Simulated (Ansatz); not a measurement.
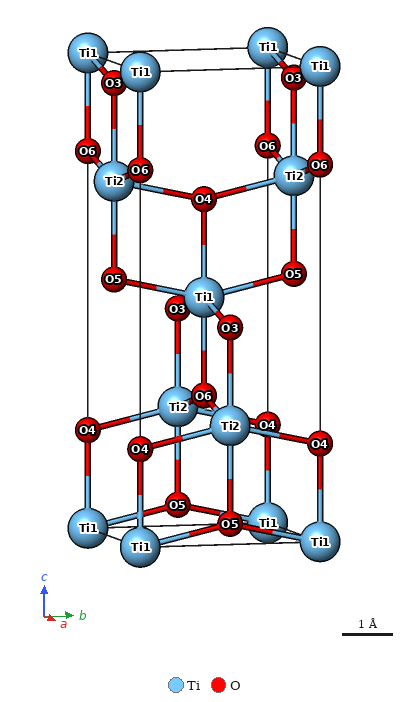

Fig. 1: The structure as given in the input (ball-and-stick view of the cell 2 times as large as that of the calculation, set on its symmetry axes, seen slightly off an axis; atoms are numbered from 1 in the order of the input). Near neighbours in the crystal (not all of them lie inside the picture): Ti has 6 O at 1.95 to 2.00 Å; O has 3 Ti at 1.95 to 2.00 Å.

**TiO2: single-point calculation**

- system: TiO2 (6 atoms in the cell)
- method: DFT PBE, scalar-relativistic, plane waves, PAW, no spin polarisation (Ansatz 0.2.0)

The structure derives from a Materials Project entry. It belongs to a series of runs on one base structure; here: band edges sought over the zone. Figures and captions count atoms from 1; the log counts them from 0 in places.

### Log
```
basis.fft_grid_basis auto: the FFT boxes are laid along the combinations [[1, 0, 1], [0, 1, 1], [0, 0, 1]] of the cell's own vectors, 3.799, 3.799 and 5.543 Å long. The dense box has 27×27×40 points. Along the cell's own vectors, as sized, it would have 40×40×40, 2.19 times as many. Of the 16 symmetry operations that the crystal satisfies within crystal.symmetry.tolerance (time reversal apart; of a slab, those that keep its plane) the dense box along the cell's own vectors carries 16, and the one as laid loses 14 of those. basis.fft_grid_basis: typed keeps the cell's own vectors: state it where this run's energies or levels are differenced outside the engine with another run's, or held beside a run that keeps those vectors.
Engine: ansatz 0.2.0, aarch64-unknown-linux-gnu
Pseudopotentials: kind: paw
Pseudopotential: Ti, paw, valence charge 12, recommended cutoff 420 eV (normal), Ti.paw.azcp
Pseudopotential: O, paw, valence charge 6, recommended cutoff 420 eV (normal), O.paw.azcp
Functional definition: PBE
  parameter kappa = 0.804
  parameter beta = 0.06672455060314922
  exchange = pbe_x(kappa = kappa, mu = beta*pi^2/3)
  correlation = pbe_c(beta = beta)
Crystal: 6 atoms, lattice volume = 69.988 Å³
Basis set: ecut = 420 eV, 1365 PW (Γ), FFT grids on a1+a3, a2+a3, a3, exchange–correlation on 54×54×80 points (8 copies of the dense FFT grid, shifted against one another)
Bands: 30, of which v1, the nominal top of the filled ones, is band 24 counted from 1 (23 counted from 0)
Symmetry: 16 space group operations
Space group: I41/amd (ITA 141), of the structure as read, at distance tolerance 4.1e-5 Å
k-points: 102 of 1000
Non-local potential: Ti, projectors of the file, l = 0: 3, l = 1: 2, l = 2: 3, l = 3: 1
Non-local potential: O, projectors of the file, l = 0: 2, l = 1: 2, l = 2: 1
PAW form: soft (Blöchl's): semilocal exchange-correlation on the pseudo side does not see the compensation charge
PAW one-centre angular grid: Ti, 590 points (default); XC on 64 Gauss nodes
PAW one-centre angular grid: O, 110 points (default); XC on 64 Gauss nodes
Initial density: superposition of atomic densities (neutral atoms: chi_scale 0, normalization atom), corrected by the library's trained network
Initial wavefunctions: pseudopotential atomic-orbital guess
Functional: x = pbe(κ = 0.804, μ = 0.2195149727645171), c = pbe(β = 0.06672455060314922)
SCF iter   1: F=—  HF=-7277.497931 eV  |F-HF|=—  |Δ(HF+E_count)|=         —  Δρ=3.23e-3  dr2=2.13e-3  ethr=1.77e-3  ⟨swp⟩=5.3  Hψ=12695  notcnv=0
preconditioner: auto → Resta (q_TF=auto, 2.562 Å⁻¹)  ε∞=8.0  [insulator: Δε(μ)=2.140 eV  Ē_g=9.506 eV  σ=0.020 eV  W_gap=1.00  n_scr=22 (ndim 8)  ℏωp=25.1 eV  f_vac=0.107  D(μ)=0.00/eV (n_scr^D=0)  ε∞_Penn≈8.0]
SCF iter   2: F=—  HF=-7277.499317 eV  |F-HF|=—  |Δ(HF+E_count)|=   1.39e-3  Δρ=1.73e-3  dr2=6.33e-4  ethr=4.44e-6  ⟨swp⟩=2.1  Hψ=5589  notcnv=0  defer=173
SCF iter   3: F=—  HF=-7277.499989 eV  |F-HF|=—  |Δ(HF+E_count)|=   6.72e-4  Δρ=8.54e-4  dr2=3.72e-4  ethr=1.32e-6  ⟨swp⟩=2.0  Hψ=4519  notcnv=0  defer=173
SCF iter   4: F=—  HF=-7277.500048 eV  |F-HF|=—  |Δ(HF+E_count)|=   5.97e-5  Δρ=1.51e-4  dr2=1.20e-5  ethr=7.75e-7  ⟨swp⟩=2.0  Hψ=3972  notcnv=0  defer=173
SCF iter   5: F=—  HF=-7277.499880 eV  |F-HF|=—  |Δ(HF+E_count)|=   1.68e-4  Δρ=4.73e-5  dr2=1.18e-6  ethr=2.50e-8  ⟨swp⟩=2.7  Hψ=5224  notcnv=0  defer=173
SCF iter   6: F=-7277.499881 eV  HF=-7277.499881 eV  |F-HF|=2.34e-7  |Δ(HF+E_count)|=   1.08e-6  Δρ=1.41e-5  dr2=9.46e-8  ethr=2.08e-10  ⟨swp⟩=6.4  Hψ=14134  notcnv=0
SCF 1 converged in 6 iterations: F = -7277.499881 eV  dr2 = 9.46e-8
  greatest PAW one-centre occupation: 0.999 electrons in one spin orbital (limit 2), on the Ti atom at site 1 (counted from 0), in its partial waves of l = 0
```

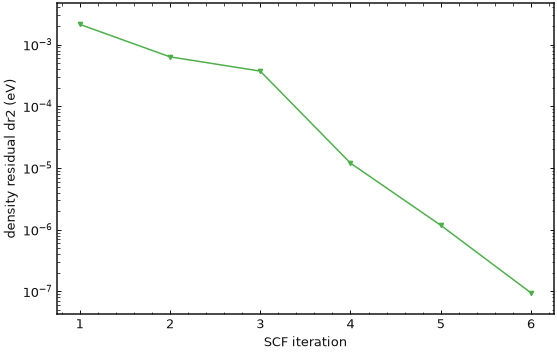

Fig. 2: Convergence of the self-consistent field: density residual dr2 against the SCF iteration. The residual falls at every step.

```
NSCF: frozen V_eff on 30 k-points
NSCF: frozen V_eff on 30 k-points
NSCF: frozen V_eff on 30 k-points
NSCF: frozen V_eff on 25 k-points
NSCF: frozen V_eff on 10 k-points
NSCF: frozen V_eff on 9 k-points
NSCF: frozen V_eff on 9 k-points
NSCF: frozen V_eff on 6 k-points
NSCF: frozen V_eff on 9 k-points
NSCF: frozen V_eff on 3 k-points
NSCF: frozen V_eff on 6 k-points
NSCF: frozen V_eff on 3 k-points
NSCF: frozen V_eff on 3 k-points
SCF converged after 6 iterations
Free energy (F): -7277.499881 eV
Harris-Foulkes:  -7277.499881 eV  (|F-HF|=2.34e-7)
Internal energy: -7277.499881 eV  (E = F + TS)
E sigma→0 (E₀):  -7277.499881 eV
Fermi energy:    8.031848 eV
--- Per-component energies (eV) ---
  E_band       = -471.274544
  E_kinetic    = 1244.865635
  E_local      = -3616.076168  (includes V_loc(G=0)·N_el)
  E_nonlocal   = 196.371734
  E_hartree    = 1401.052461
  E_xc         = -492.101612
  E_vxc        = -623.123038  (∫ρ·V_xc dr)
  E_paw        = -2721.733456  (= ΣΔE_a)
  E_vpaw       = -475.433840  (= ΣTr[D̂ρ^β])
  E_aug_tail   = 0.010155  (compensation charges beyond the density's cutoff)
  E_ewald      = -3289.888630
  E_smearing   = -0.000000  (= −TS)
  E_closure    = -0.000000  (closes the sum)
  Σ components = -7277.499881   (vs F -7277.499881, Δ=0.00e0)
--- Forces (eV/Å), atoms counted from 1 ---
  atom   1  Ti     0.00000000     0.00000000    -0.00000000
  atom   2  Ti    -0.00000000    -0.00000000     0.00000000
  atom   3  O     -0.00000000     0.00000000     0.00120099
  atom   4  O      0.00000000     0.00000000     0.00120099
  atom   5  O      0.00000000     0.00000000    -0.00120099
  atom   6  O      0.00000000     0.00000000    -0.00120099
  max |Σ_I F_I| component: 1.30e-17 eV/Å
--- Stress (GPa, compression-positive) ---
       -0.006468      -0.000000       0.000000
       -0.000000      -0.006468      -0.000000
        0.000000      -0.000000       0.042611
  P = ⅓ Tr σ = 0.0099 GPa (0.099 kbar)
--- Band table (eV; the first three rows and the last of 102) ---
  k-point 0: bands = ["-49.4287", "-49.3769", "-25.8691", "-25.6527", "-25.6527", "-25.5906", "-25.5906", "-25.5139", "-10.5817", "-9.5619", "-9.4885", "-9.1077", "3.0921", "3.1960", "3.1960", "3.5993", "4.9839", "4.9839", "5.0111", "6.1821", "6.1821", "6.1907", "6.5543", "6.5543", "9.0994", "9.7676", "10.9561", "10.9561", "10.9616", "10.9616"]
  k-point 1: bands = ["-49.4271", "-49.3778", "-25.8679", "-25.6691", "-25.6584", "-25.5999", "-25.5910", "-25.5111", "-10.4895", "-9.5072", "-9.4498", "-9.0839", "2.9969", "3.0803", "3.0863", "3.6137", "4.7910", "5.0729", "5.1209", "5.9632", "5.9821", "6.0955", "6.2370", "6.6692", "9.5078", "9.8302", "10.5331", "10.7378", "10.7946", "10.9071"]
  k-point 2: bands = ["-49.4224", "-49.3805", "-25.8648", "-25.7088", "-25.6729", "-25.6244", "-25.5899", "-25.5090", "-10.2351", "-9.3697", "-9.3436", "-9.0233", "2.6290", "2.8479", "3.0396", "3.7097", "4.3879", "4.8723", "5.0807", "5.3418", "5.4059", "5.8483", "6.3824", "6.7740", "9.8655", "10.0889", "10.2570", "10.5613", "10.6014", "11.0311"]
  k-point 101: bands = ["-49.4029", "-49.4029", "-25.6944", "-25.6944", "-25.6731", "-25.6731", "-25.5699", "-25.5699", "-10.0367", "-10.0367", "-9.3555", "-9.3555", "3.2736", "3.2736", "3.3446", "3.3446", "5.0053", "5.0053", "5.6447", "5.6447", "5.7409", "5.7409", "6.8729", "6.8729", "9.4227", "9.4227", "10.6840", "10.6840", "11.2433", "11.2433"]
```

The run was set up as follows.

### Input
```yaml
crystal:
  lattice:
    - [-1.8996000593, 1.8996000593, 4.8488720583]
    - [1.8996000593, -1.8996000593, 4.8488720583]
    - [1.8996000593, 1.8996000593, -4.8488720583]
  atoms:
    - { symbol: Ti, position: [0.0, 0.0, 0.0] }
    - { symbol: Ti, position: [0.75, 0.25, 0.5] }
    - { symbol: O, position: [0.956481536, 0.456481536, 0.5] }
    - { symbol: O, position: [0.206481536, 0.206481536, 0.0] }
    - { symbol: O, position: [0.543518464, 0.043518464, 0.5] }
    - { symbol: O, position: [0.793518464, 0.793518464, 0.0] }
basis:
  ecutwfc: 420
  xc_grid: 2
kpoints:
  mp_grid: { grid: [10, 10, 10] }
  band_path: { path: [VBM, CBM], npoints: 2 }
hamiltonian:
  xc: pbe
scf:
  occupations: { method: gaussian, width: 0.02 }
output:
  forces: true
  stress: true
  eigenvalues: true
```

Run as:
```bash
ansatz run input.yaml --threads 8 --pin off --max-ram 16384MiB --backend cpu --events-out ev --progress --plain --runs-dir out
```

### Summary

```json
{"quantity": "outcome", "value": "converged"}
{"quantity": "space group (tolerance 0.01 Å)", "value": "I4₁/amd (141)"}
{"quantity": "electrons treated", "value": "48"}
{"quantity": "free energy", "value": "−7277.4999 eV"}
{"quantity": "Fermi energy", "value": "8.032 eV"}
{"quantity": "gap on the k-point mesh", "value": "2.14 eV"}
{"quantity": "gap on the band path", "value": "2.12 eV"}
{"quantity": "pressure", "value": "0.01 GPa"}
{"quantity": "largest force (length of the vector)", "value": "0.001 eV/Å"}
{"quantity": "hardware", "value": "8 threads of Arm Neoverse V1, 24 GiB of memory available, shared host"}
{"quantity": "wall time", "value": "3.9 s (CPU time 22 s)"}
{"quantity": "peak memory", "value": "0.53 GiB"}
```
